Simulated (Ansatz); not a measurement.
MoSe

Input

```
crystal:
  lattice:
    - [4.0730809121, 0.0, 0.0]
    - [-2.0365404561, 3.5273915416, 0.0]
    - [0.0, 0.0, 5.0985318699]
  atoms:
    - { symbol: Mo, position: [0.0, 0.0, 0.0], spin: 3.0 }
    - { symbol: Mo, position: [0.0, 0.0, 0.5], spin: -3.0 }
    - { symbol: Se, position: [0.3333333333, 0.6666666667, 0.25] }
    - { symbol: Se, position: [0.6666666667, 0.3333333333, 0.75] }
basis:
  ecutwfc: 420
  ecutrho_ratio: 4
kpoints:
  mp_grid: { grid: [10, 10, 6] }
hamiltonian:
  xc: pbe
scf:
  occupations: { method: gaussian, width: 0.05 }
output:
  forces: true
  stress: true
  eigenvalues: true
  populations: true
  write_density: true
  write_potential: true
  elf: true
  volumetric_format: npy
magnetization:
  spin_polarized: true
```

Command:

```sh
ansatz run input.yaml --threads 2 --pin off --max-ram 2662MiB --backend cpu --events-out ev --progress --plain --runs-dir out
```

Below, planes, directions and counts refer to the conventional cell (a = 4.07 Å, b = 4.07 Å, c = 5.10 Å, α = 90.00°, β = 90.00°, γ = 120.00°).

Space group P6₃/mmc; started from the NiAs prototype, which need not be the ambient phase; the program warned that a starting moment wasn't kept; spin-polarised, but the moments vanished.

These are results of DFT PBE, scalar-relativistic, plane waves, PAW (Ansatz 0.2.0), not measurements.

What can the converged valence pseudo-density and electron localisation function tell about the bonding?

Answer. Mo–Mo (2.55 Å): ρ is about 0.55 e/Å³ halfway; the ELF is about 0.35 at the midpoint.
Mo–Se (2.67 Å): the density is about 0.37 e/Å³ at the midpoint; the ELF is about 0.35 at the midpoint.

Does the calculation give a band gap?

Answer. It is gapless in this calculation (a metal or semimetal); semilocal functionals without U, or without the true magnetic order, often close the gap of such compounds.

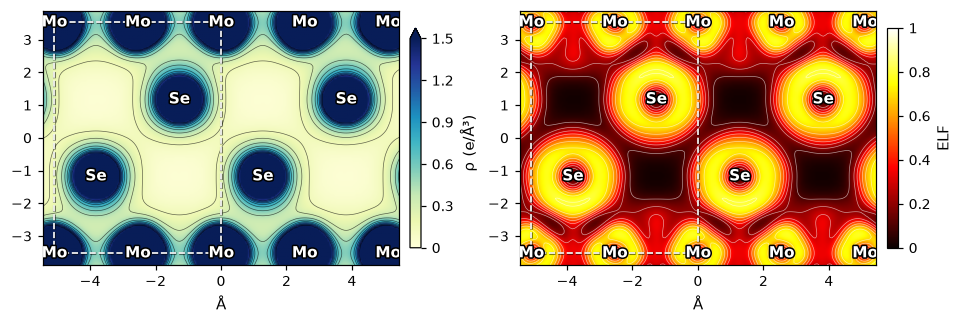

Computed valence pseudo-density and electron localisation function on the (110) plane of the conventional cell, in this order. 

The density is the valence pseudo-density of a PAW calculation; it isn't the true density close to the nuclei.
